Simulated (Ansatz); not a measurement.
**twin(10-12) boundary in hcp Ru with Re (substitutional): structure and resistance**

Aim: the relaxed structure and the specific resistance of the twin(10-12) boundary in hcp Ru with Re (substitutional).

Calculated with Ansatz 0.2.0; Ansatz plane-wave DFT, PBE, PAW files; relaxation of a bicrystal slab with its lowest layers held; PAW set soft_1, in the first sound run; inputs show where later runs differ.

## (1) The structure

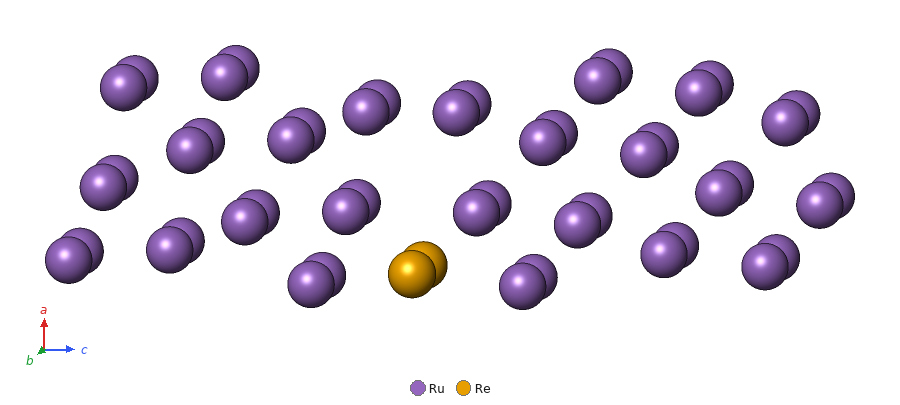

Start, viewed from the side, with the c axis across the page; ruthenium purple, rhenium orange. 1×2×1 cells are drawn.

The cell holds 25 atoms: 24 Ru and 1 Re. Cell: a = 6.348 Å, b = 2.706 Å, c = 30.744 Å, α = 90.0°, β = 90.0°, γ = 90.0°. It derives from Ru. built on the (1 0 2) plane; 1 overlapping atoms removed and the grains opened by 0.25 Å. Vacuum lies along c.

## (2) Relaxing the bicrystal

The boundary is built by mirroring the lower grain in the boundary plane and removing any atoms that overlap; then the Re is put in at the boundary. A thin bicrystal slab is relaxed first, with the lowest layers held and the upper grain free to shift and open.

input.yaml

```yaml
crystal:
  lattice:
    - [6.3481279548, 0.0, 0.0]
    - [0.0, 2.7058, 0.0]
    - [0.0, 0.0, 30.7438509922]
  atoms:
    - { symbol: Ru, position: [0.112577786, 0.4166666667, 0.1626341476] }
    - { symbol: Ru, position: [0.4309007479, 0.9166666666, 0.1969083729] }
    - { symbol: Ru, position: [0.8400622288, 0.9166666667, 0.2140454855] }
    - { symbol: Ru, position: [0.1583851907, 0.4166666666, 0.2483197108] }
    - { symbol: Ru, position: [0.5675466716, 0.4166666667, 0.2654568235] }
    - { symbol: Ru, position: [0.8858696335, 0.9166666666, 0.2997310488] }
    - { symbol: Ru, position: [0.2950311144, 0.9166666667, 0.3168681614] }
    - { symbol: Ru, position: [0.6133540763, 0.4166666666, 0.3511423867] }
    - { symbol: Ru, position: [0.0225155572, 0.4166666667, 0.3682794994] }
    - { symbol: Ru, position: [0.3408385191, 0.9166666666, 0.4025537246] }
    - { symbol: Ru, position: [0.75, 0.9166666667, 0.4196908373] }
    - { symbol: Re, position: [0.0683229619, 0.4166666666, 0.4539650626] }
    - { symbol: Ru, position: [0.75, 0.9166666667, 0.4963709952] }
    - { symbol: Ru, position: [0.3408385191, 0.9166666666, 0.5135081079] }
    - { symbol: Ru, position: [0.0225155572, 0.4166666667, 0.5477823332] }
    - { symbol: Ru, position: [0.6133540763, 0.4166666666, 0.5649194458] }
    - { symbol: Ru, position: [0.2950311144, 0.9166666667, 0.5991936711] }
    - { symbol: Ru, position: [0.8858696335, 0.9166666666, 0.6163307838] }
    - { symbol: Ru, position: [0.5675466716, 0.4166666667, 0.6506050091] }
    - { symbol: Ru, position: [0.1583851907, 0.4166666666, 0.6677421217] }
    - { symbol: Ru, position: [0.8400622288, 0.9166666667, 0.702016347] }
    - { symbol: Ru, position: [0.4309007479, 0.9166666666, 0.7191534597] }
    - { symbol: Ru, position: [0.112577786, 0.4166666667, 0.7534276849] }
    - { symbol: Ru, position: [0.7034163051, 0.4166666666, 0.7705647976] }
    - { symbol: Ru, position: [0.3850933432, 0.9166666667, 0.8048390229] }
kpoints:
  mp_grid: { grid: [4, 9, 1] }
hamiltonian:
  xc: pbe
  pseudopotentials: { kind: paw, azcp: { folder: soft_1 } }
scf:
  occupations: { method: fermi_dirac, width: 0.1 }
relax:
  f_tol: 0.03
  max_steps: 80
  constraints: [{ sites: [0, 1, 2, 3] }]
```

On the command line:

```bash
$ ansatz run input.yaml --threads 4 --pin off --max-ram 15360MiB --backend cpu --events-out ev --progress --plain --runs-dir out
```

Numbers of over 12 decimals in the logs are rounded to 6 here.

Output:

```text
Engine: ansatz 0.2.0, aarch64-unknown-linux-gnu
Pseudopotentials: kind: paw
Pseudopotential: Ru, paw, valence charge 16, recommended cutoff 420 eV (normal), soft_1/Ru.paw.azcp
Pseudopotential: Re, paw, valence charge 15, recommended cutoff 420 eV (normal), soft_1/Re.paw.azcp
Functional definition: PBE
  parameter kappa = 0.804
  parameter beta = 0.066725
  exchange = pbe_x(kappa = kappa, mu = beta*pi^2/3)
  correlation = pbe_c(beta = beta)
Crystal: 25 atoms, lattice volume = 528.080 Å³
Basis set: ecut = 420 eV, 10363 PW (Γ), exchange–correlation on 90×40×432 points (8 copies of the dense FFT grid, shifted against one another)
Bands: 240, of which v1, the nominal top of the filled ones, is band 200 counted from 1 (199 counted from 0)
Symmetry: 2 space group operations
Space group: Pm (ITA 6), of the structure as read, at distance tolerance 8.1e-5 Å
k-points: 15 of 36 (time reversal used)
Non-local potential: Ru, projectors of the file, l = 0: 3, l = 1: 2, l = 2: 2, l = 3: 1
Non-local potential: Re, projectors of the file, l = 0: 3, l = 1: 2, l = 2: 2, l = 3: 1
PAW form: soft (Blöchl's): semilocal exchange-correlation on the pseudo side does not see the compensation charge
PAW one-centre angular grid: Ru, 590 points (default); XC on 64 Gauss nodes
PAW one-centre angular grid: Re, 590 points (default); XC on 64 Gauss nodes
Initial density: superposition of atomic densities (neutral atoms: chi_scale 0, normalization atom)
Initial wavefunctions: pseudopotential atomic-orbital guess
Functional: x = pbe(κ = 0.804, μ = 0.219515), c = pbe(β = 0.066725)
SCF iter   1: F=—  HF=-151967.059786 eV  |F-HF|=—  |Δ(HF+E_count)|=         —  Δρ=9.83e-2  dr2=1.68e2  ethr=3.10e-3  ⟨swp⟩=7.1  Hψ=13817  notcnv=0  defer=4
preconditioner: auto → LDOS  [metal: Δε(μ)=0.005 eV  Ē_g=4.980 eV  σ=0.100 eV  W_gap=0.01  n_scr=154 (ndim 8)  ℏωp=22.8 eV  f_vac=0.298  D(μ)=23.18/eV (n_scr^D=196)  β→1.0]
SCF iter   2: F=—  HF=-151968.219337 eV  |F-HF|=—  |Δ(HF+E_count)|=    1.16e0  Δρ=1.01e-1  dr2=8.43e1  ethr=3.10e-3  ⟨swp⟩=4.0  Hψ=10022  notcnv=0  defer=17
SCF iter   3: F=—  HF=-151950.552906 eV  |F-HF|=—  |Δ(HF+E_count)|=    1.77e1  Δρ=7.56e-3  dr2=1.06e0  ethr=3.10e-3  ⟨swp⟩=3.0  Hψ=8972  notcnv=0  defer=24
SCF iter   4: F=—  HF=-151950.457832 eV  |F-HF|=—  |Δ(HF+E_count)|=   9.51e-2  Δρ=3.81e-3  dr2=1.77e-1  ethr=2.64e-4  ⟨swp⟩=2.9  Hψ=7182  notcnv=0  defer=24
SCF iter   5: F=—  HF=-151950.420865 eV  |F-HF|=—  |Δ(HF+E_count)|=   3.70e-2  Δρ=1.23e-3  dr2=2.43e-2  ethr=4.44e-5  ⟨swp⟩=2.3  Hψ=5636  notcnv=0  defer=24
SCF iter   6: F=—  HF=-151950.421220 eV  |F-HF|=—  |Δ(HF+E_count)|=   3.56e-4  Δρ=4.64e-4  dr2=1.67e-3  ethr=6.09e-6  ⟨swp⟩=2.1  Hψ=5083  notcnv=0  defer=24
SCF iter   7: F=—  HF=-151950.422588 eV  |F-HF|=—  |Δ(HF+E_count)|=   1.37e-3  Δρ=1.56e-4  dr2=5.15e-4  ethr=4.20e-7  ⟨swp⟩=2.3  Hψ=5526  notcnv=0  defer=24
SCF iter   8: F=—  HF=-151950.422592 eV  |F-HF|=—  |Δ(HF+E_count)|=   4.11e-6  Δρ=6.53e-5  dr2=5.91e-5  ethr=1.29e-7  ⟨swp⟩=2.3  Hψ=5279  notcnv=0  defer=24
SCF iter   9: F=-151950.422591 eV  HF=-151950.422596 eV  |F-HF|=5.63e-6  |Δ(HF+E_count)|=   4.17e-6  Δρ=2.46e-5  dr2=9.73e-6  ethr=5.64e-9  ⟨swp⟩=5.0  Hψ=12613  notcnv=0
SCF 1 converged in 9 iterations: F = -151950.422591 eV  dr2 = 9.73e-6
  greatest PAW one-centre occupation: 1.000 electrons in one spin orbital (limit 2), on the Re atom at site 11 (counted from 0), in its partial waves of l = 0
relax step   1: F+E_penalty+E_count = -151950.42259079 eV  Δ(F+E_penalty+E_count) = +0.000e0 eV  max|allowed force component| = 1.543e0 eV/Å  Δτ_max = 0.0000 Å  (9 SCF iters, dr2 threshold 2.25e-5 eV, accepted)
Initial density: handed on by an earlier stage of this run
Initial wavefunctions: those handed on with the density
iter 1 solved again at ethr=8.58e-4 eV; its pass at ethr=3.10e-3 eV (dr2=3.42e0 eV) is discarded
SCF iter   1: F=—  HF=-151951.066857 eV  |F-HF|=—  |Δ(HF+E_count)|=         —  Δρ=1.37e-2  dr2=3.51e0  ethr=8.58e-4  ⟨swp⟩=1.1  Hψ=12882  notcnv=0  defer=17
preconditioner: auto → LDOS  [metal: Δε(μ)=0.022 eV  Ē_g=4.586 eV  σ=0.100 eV  W_gap=0.06  n_scr=154 (ndim 8)  ℏωp=22.8 eV  f_vac=0.303  D(μ)=24.60/eV (n_scr^D=218)  β→1.0]
SCF iter   2: F=—  HF=-151950.988039 eV  |F-HF|=—  |Δ(HF+E_count)|=   7.88e-2  Δρ=7.07e-3  dr2=5.38e-1  ethr=8.58e-4  ⟨swp⟩=2.1  Hψ=5670  notcnv=0  defer=17
SCF iter   3: F=—  HF=-151950.907219 eV  |F-HF|=—  |Δ(HF+E_count)|=   8.08e-2  Δρ=2.94e-3  dr2=1.15e-1  ethr=1.35e-4  ⟨swp⟩=3.1  Hψ=7388  notcnv=0  defer=17
SCF iter   4: F=—  HF=-151950.877748 eV  |F-HF|=—  |Δ(HF+E_count)|=   2.95e-2  Δρ=5.96e-4  dr2=2.58e-3  ethr=2.89e-5  ⟨swp⟩=2.0  Hψ=5146  notcnv=0  defer=17
SCF iter   5: F=—  HF=-151950.878405 eV  |F-HF|=—  |Δ(HF+E_count)|=   6.58e-4  Δρ=1.64e-4  dr2=2.13e-4  ethr=6.46e-7  ⟨swp⟩=3.5  Hψ=7721  notcnv=0  defer=21
SCF iter   6: F=-151950.878443 eV  HF=-151950.878458 eV  |F-HF|=1.46e-5  |Δ(HF+E_count)|=   5.24e-5  Δρ=6.55e-5  dr2=4.35e-5  ethr=2.51e-8  ⟨swp⟩=3.0  Hψ=13494  notcnv=0
SCF 2 converged in 6 iterations: F = -151950.878443 eV  dr2 = 4.35e-5
relax step   2: F+E_penalty+E_count = -151950.87844320 eV  Δ(F+E_penalty+E_count) = -4.559e-1 eV  max|allowed force component| = 1.390e0 eV/Å  Δτ_max = 0.1903 Å  (6 SCF iters, dr2 threshold 1.00e-4 eV, accepted)
iter 1 solved again at ethr=3.66e-4 eV; its pass at ethr=3.10e-3 eV (dr2=1.46e0 eV) is discarded
SCF iter   1: F=—  HF=-151951.078711 eV  |F-HF|=—  |Δ(HF+E_count)|=         —  Δρ=7.71e-3  dr2=1.25e0  ethr=3.66e-4  ⟨swp⟩=1.2  Hψ=11468  notcnv=0  defer=20
preconditioner: auto → LDOS  [metal: Δε(μ)=0.008 eV  Ē_g=4.594 eV  σ=0.100 eV  W_gap=0.02  n_scr=154 (ndim 8)  ℏωp=22.8 eV  f_vac=0.303  D(μ)=24.63/eV (n_scr^D=218)  β→1.0]
SCF iter   2: F=—  HF=-151951.046296 eV  |F-HF|=—  |Δ(HF+E_count)|=   3.24e-2  Δρ=4.12e-3  dr2=1.41e-1  ethr=3.14e-4  ⟨swp⟩=2.0  Hψ=5500  notcnv=0  defer=20
SCF iter   3: F=—  HF=-151951.027787 eV  |F-HF|=—  |Δ(HF+E_count)|=   1.85e-2  Δρ=2.27e-3  dr2=4.71e-2  ethr=3.53e-5  ⟨swp⟩=3.0  Hψ=8117  notcnv=0  defer=20
SCF iter   4: F=—  HF=-151951.016276 eV  |F-HF|=—  |Δ(HF+E_count)|=   1.15e-2  Δρ=5.20e-4  dr2=1.65e-3  ethr=1.18e-5  ⟨swp⟩=2.5  Hψ=5491  notcnv=0  defer=20
SCF iter   5: F=—  HF=-151951.015887 eV  |F-HF|=—  |Δ(HF+E_count)|=   3.89e-4  Δρ=9.32e-5  dr2=5.67e-5  ethr=4.14e-7  ⟨swp⟩=2.9  Hψ=7288  notcnv=0  defer=20
SCF iter   6: F=-151951.015883 eV  HF=-151951.015885 eV  |F-HF|=1.59e-6  |Δ(HF+E_count)|=   2.47e-6  Δρ=2.71e-5  dr2=5.11e-6  ethr=1.42e-8  ⟨swp⟩=4.7  Hψ=11571  notcnv=0
SCF 3 converged in 6 iterations: F = -151951.015883 eV  dr2 = 5.11e-6
relax step   3: F+E_penalty+E_count = -151951.01588292 eV  Δ(F+E_penalty+E_count) = -1.374e-1 eV  max|allowed force component| = 2.273e-1 eV/Å  Δτ_max = 0.0844 Å  (6 SCF iters, dr2 threshold 1.00e-4 eV, accepted)
[...]
relax step   4: F+E_penalty+E_count = -151951.02399561 eV  Δ(F+E_penalty+E_count) = -8.113e-3 eV  max|allowed force component| = 3.333e-2 eV/Å  Δτ_max = 0.0243 Å  (5 SCF iters, dr2 threshold 3.23e-6 eV, accepted)
[...]
relax step   5: F+E_penalty+E_count = -151951.02360284 eV  Δ(F+E_penalty+E_count) = +3.928e-4 eV  max|allowed force component| = 5.003e-2 eV/Å  Δτ_max = 0.0218 Å  (7 SCF iters, rejected (line search))
SCF iter   1: F=—  HF=-151951.025360 eV  |F-HF|=—  |Δ(HF+E_count)|=         —  Δρ=1.23e-3  dr2=7.61e-3  ethr=1.76e-5  ⟨swp⟩=2.7  Hψ=6619  notcnv=0  defer=20
preconditioner: auto → LDOS  [metal: Δε(μ)=0.004 eV  Ē_g=4.588 eV  σ=0.100 eV  W_gap=0.01  n_scr=154 (ndim 8)  ℏωp=22.8 eV  f_vac=0.303  D(μ)=24.61/eV (n_scr^D=218)  β→1.0]
SCF iter   2: F=—  HF=-151951.024522 eV  |F-HF|=—  |Δ(HF+E_count)|=   8.37e-4  Δρ=6.58e-4  dr2=2.09e-3  ethr=1.91e-6  ⟨swp⟩=2.5  Hψ=6731  notcnv=0  defer=20
SCF iter   3: F=—  HF=-151951.023815 eV  |F-HF|=—  |Δ(HF+E_count)|=   7.07e-4  Δρ=1.39e-4  dr2=1.64e-4  ethr=5.23e-7  ⟨swp⟩=3.0  Hψ=7665  notcnv=0  defer=20
SCF iter   4: F=—  HF=-151951.023789 eV  |F-HF|=—  |Δ(HF+E_count)|=   2.69e-5  Δρ=5.40e-5  dr2=3.24e-5  ethr=4.11e-8  ⟨swp⟩=2.5  Hψ=5935  notcnv=0  defer=20
SCF iter   5: F=—  HF=-151951.024713 eV  |F-HF|=—  |Δ(HF+E_count)|=   9.25e-4  Δρ=1.09e-5  dr2=6.13e-7  ethr=8.12e-9  ⟨swp⟩=2.5  Hψ=5697  notcnv=0  defer=20
SCF iter   6: F=—  HF=-151951.024713 eV  |F-HF|=—  |Δ(HF+E_count)|=   4.52e-8  Δρ=3.42e-6  dr2=1.16e-7  ethr=2.51e-11  ⟨swp⟩=5.6  Hψ=14281  notcnv=0
SCF iter   7: F=-151951.024713 eV  HF=-151951.024713 eV  |F-HF|=3.20e-9  |Δ(HF+E_count)|=   1.40e-8  Δρ=1.13e-6  dr2=7.94e-9  ethr=2.51e-11  ⟨swp⟩=4.3  Hψ=10882  notcnv=0
SCF 6 converged in 7 iterations: F = -151951.024713 eV  dr2 = 7.94e-9
relax step   6: F+E_penalty+E_count = -151951.02471314 eV  Δ(F+E_penalty+E_count) = -7.175e-4 eV  max|allowed force component| = 7.418e-3 eV/Å  Δτ_max = 0.0106 Å  (7 SCF iters, accepted)
SCF converged after 7 iterations
Free energy (F): -151951.024713 eV
Harris-Foulkes:  -151951.024713 eV  (|F-HF|=3.20e-9)
Internal energy: -151950.204771 eV  (E = F + TS)
E sigma→0 (E₀):  -151950.614742 eV
Entropy (-TS):   -0.819942 eV (-32.798 meV/atom)
Fermi energy:    13.474304 eV
--- Per-component energies (eV) ---
  E_band       = -5320.376183
  E_kinetic    = 11545.849300
  E_local      = -513447.844900  (includes V_loc(G=0)·N_el)
  E_nonlocal   = 9998.078408
  E_hartree    = 249518.806176
  E_xc         = -4423.343161
  E_vxc        = -5431.451231  (∫ρ·V_xc dr)
  E_paw        = -92744.843688  (= ΣΔE_a)
  E_vpaw       = -7022.637091  (= ΣTr[D̂ρ^β])
  E_aug_tail   = 0.015369  (compensation charges beyond the density's cutoff)
  E_ewald      = 187603.077724
  E_smearing   = -0.819942  (= −TS)
  E_closure    = 0.000000  (closes the sum)
  Σ components = -151951.024713   (vs F -151951.024713, Δ=0.00e0)
--- Forces (eV/Å), atoms counted from 1 ---
  atom   1  Ru     0.08689057     0.00000000     1.46384238
  atom   2  Ru    -0.56019550     0.00000000    -0.05918524
  atom   3  Ru     0.34544605     0.00000000    -0.50632503
  atom   4  Ru     0.13387244     0.00000000    -0.90596336
  atom   5  Ru     0.00121829     0.00000000    -0.00081412
  atom   6  Ru     0.00206824     0.00000000     0.00197401
  atom   7  Ru    -0.00741768     0.00000000    -0.00247909
  atom   8  Ru     0.00353772     0.00000000     0.00341379
  atom   9  Ru     0.00613611     0.00000000    -0.00060940
  atom  10  Ru    -0.00310110     0.00000000     0.00058586
  atom  11  Ru    -0.00123048     0.00000000     0.00505974
  atom  12  Re    -0.00165578     0.00000000     0.00190358
  atom  13  Ru    -0.00615917     0.00000000    -0.00189816
  atom  14  Ru     0.00081831     0.00000000    -0.00111716
  atom  15  Ru     0.00265690     0.00000000     0.00056818
  atom  16  Ru     0.00545848     0.00000000     0.00134997
  atom  17  Ru    -0.00529723     0.00000000     0.00084540
  atom  18  Ru    -0.00097085     0.00000000    -0.00523351
  atom  19  Ru    -0.00507224     0.00000000    -0.00126376
  atom  20  Ru     0.00032551     0.00000000     0.00119710
  atom  21  Ru     0.00002748     0.00000000     0.00404130
  atom  22  Ru     0.00476387     0.00000000     0.00222262
  atom  23  Ru    -0.00319730     0.00000000     0.00116103
  atom  24  Ru    -0.00101479     0.00000000    -0.00145308
  atom  25  Ru     0.00199549     0.00000000    -0.00185698
  max |Σ_I F_I| component: 9.67e-5 eV/Å
--- Relaxed structure (6 steps of the walk, 5 accepted, 0 SCFs on fresh bases) ---
  F+E_penalty+E_count = -151951.02471314 eV   max|allowed force component| = 7.418e-3 eV/Å
  atoms:
    - { symbol: Ru, position: [0.112577786, 0.416667, 0.162634] }
    - { symbol: Ru, position: [0.4309007479, 0.916667, 0.196908] }
    - { symbol: Ru, position: [0.840062, 0.916667, 0.214045] }
    - { symbol: Ru, position: [0.158385, 0.416667, 0.248320] }
    - { symbol: Ru, position: [0.566029, 0.416667, 0.264954] }
    - { symbol: Ru, position: [0.879572, 0.916667, 0.299379] }
    - { symbol: Ru, position: [0.290517, 0.916667, 0.317474] }
    - { symbol: Ru, position: [0.609854, 0.416667, 0.350508] }
    - { symbol: Ru, position: [0.020784, 0.416667, 0.370415] }
    - { symbol: Ru, position: [0.333437, 0.916667, 0.406918] }
    - { symbol: Ru, position: [0.742110, 0.916667, 0.417132] }
    - { symbol: Re, position: [0.078708, 0.416667, 0.456670] }
    - { symbol: Ru, position: [0.739352, 0.916667, 0.496459] }
    - { symbol: Ru, position: [0.330745, 0.916667, 0.507214] }
    - { symbol: Ru, position: [0.017044, 0.416667, 0.543067] }
    - { symbol: Ru, position: [0.606171, 0.416667, 0.563202] }
    - { symbol: Ru, position: [0.287192, 0.916667, 0.596681] }
    - { symbol: Ru, position: [0.878598, 0.916667, 0.613623] }
    - { symbol: Ru, position: [0.562221, 0.416667, 0.648364] }
    - { symbol: Ru, position: [0.152213, 0.416667, 0.665391] }
    - { symbol: Ru, position: [0.835121, 0.916667, 0.699918] }
    - { symbol: Ru, position: [0.423941, 0.916667, 0.718385] }
    - { symbol: Ru, position: [0.110345, 0.416667, 0.752317] }
    - { symbol: Ru, position: [0.694368, 0.416667, 0.767677] }
    - { symbol: Ru, position: [0.378529, 0.916667, 0.799176] }
```

Run time: 6.3 min. Hardware: 4 threads of Arm Neoverse V1, shared host; peak memory 3.2 GiB.

Relaxation path:

```tsv
step	energy less that of the first step (eV)	largest force component (eV/Å)
1	0.0000	1.5427
2	-0.4559	1.3898
3	-0.5933	0.2273
4	-0.6014	0.0333
5	-0.6010	0.0500
6	-0.6021	0.0074
```

Relaxation step 5 was tried and not accepted.

The run keeps the 2 symmetry operations that it works with, so distortions that break them were not tested.

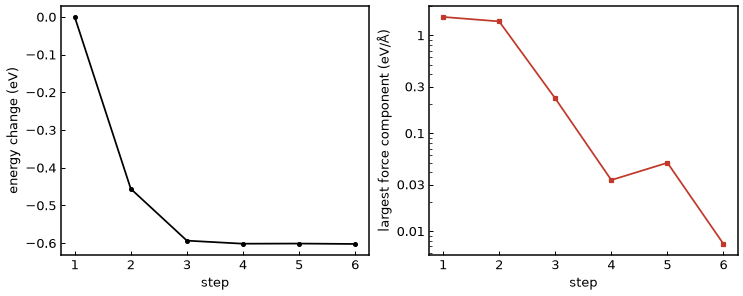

Energy and largest force along the relaxation.

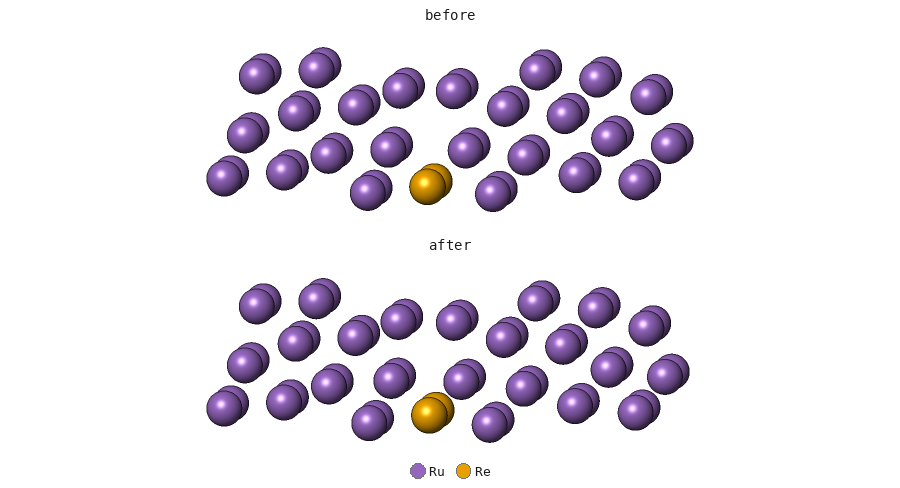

Before and after, at one scale.

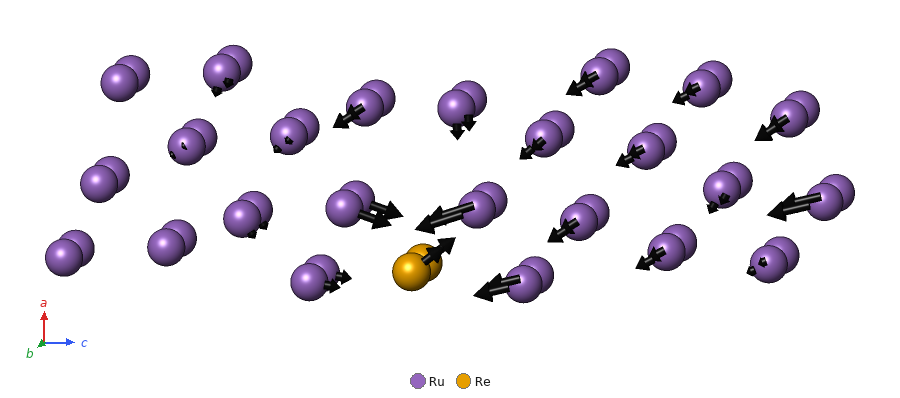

Displacements in the relaxation, exaggerated; the longest in the cell stands for 0.20 Å. 1×2×1 cells are drawn.

The atoms that moved most (Å):

```tsv
atom	dx	dy	dz	length
Ru14	-0.064	0.000	-0.194	0.204
Ru25	-0.042	0.000	-0.174	0.179
Ru15	-0.035	0.000	-0.145	0.149
Ru10	-0.047	0.000	0.134	0.142
Re12	0.066	0.000	0.083	0.106
Ru24	-0.057	0.000	-0.089	0.106
Ru18	-0.046	0.000	-0.083	0.095
Ru11	-0.050	0.000	-0.079	0.093
```

The relaxed structure:

```cif
data_structure
_symmetry_space_group_name_H-M 'P 1'
_symmetry_Int_Tables_number 1
_cell_length_a 6.3481
_cell_length_b 2.7058
_cell_length_c 30.7439
_cell_angle_alpha 90.000
_cell_angle_beta 90.000
_cell_angle_gamma 90.000
_cell_volume 528.08
loop_
_atom_site_label
_atom_site_type_symbol
_atom_site_fract_x
_atom_site_fract_y
_atom_site_fract_z
_atom_site_occupancy
Ru1 Ru 0.11258 0.41667 0.16263 1
Ru2 Ru 0.43090 0.91667 0.19691 1
Ru3 Ru 0.84006 0.91667 0.21405 1
Ru4 Ru 0.15839 0.41667 0.24832 1
Ru5 Ru 0.56603 0.41667 0.26495 1
Ru6 Ru 0.87957 0.91667 0.29938 1
Ru7 Ru 0.29052 0.91667 0.31747 1
Ru8 Ru 0.60985 0.41667 0.35051 1
Ru9 Ru 0.02078 0.41667 0.37041 1
Ru10 Ru 0.33344 0.91667 0.40692 1
Ru11 Ru 0.74211 0.91667 0.41713 1
Re12 Re 0.07871 0.41667 0.45667 1
Ru13 Ru 0.73935 0.91667 0.49646 1
Ru14 Ru 0.33074 0.91667 0.50721 1
Ru15 Ru 0.01704 0.41667 0.54307 1
Ru16 Ru 0.60617 0.41667 0.56320 1
Ru17 Ru 0.28719 0.91667 0.59668 1
Ru18 Ru 0.87860 0.91667 0.61362 1
Ru19 Ru 0.56222 0.41667 0.64836 1
Ru20 Ru 0.15221 0.41667 0.66539 1
Ru21 Ru 0.83512 0.91667 0.69992 1
Ru22 Ru 0.42394 0.91667 0.71838 1
Ru23 Ru 0.11035 0.41667 0.75232 1
Ru24 Ru 0.69437 0.41667 0.76768 1
Ru25 Ru 0.37853 0.91667 0.79918 1
```

This step gave:

```
free energy             : -151951.0247 eV
energy at zero smearing : -151950.6147 eV
Fermi energy            : 13.47 eV
```

The largest force component on a free atom ends at 0.0074 eV/Å, under the tolerance of 0.03, after 6 steps.

(Continued in part 2 of 2.)

[Logs are printed without paths, hosts, clocks, repeated set-up lines and the standing remarks that a program may print on its own settings, such as how far it seeks lower states.]

[Hosts, paths, dates, database ids (printed as entryN), source tags and the programs' standing remarks are cut or masked in the printed files.]
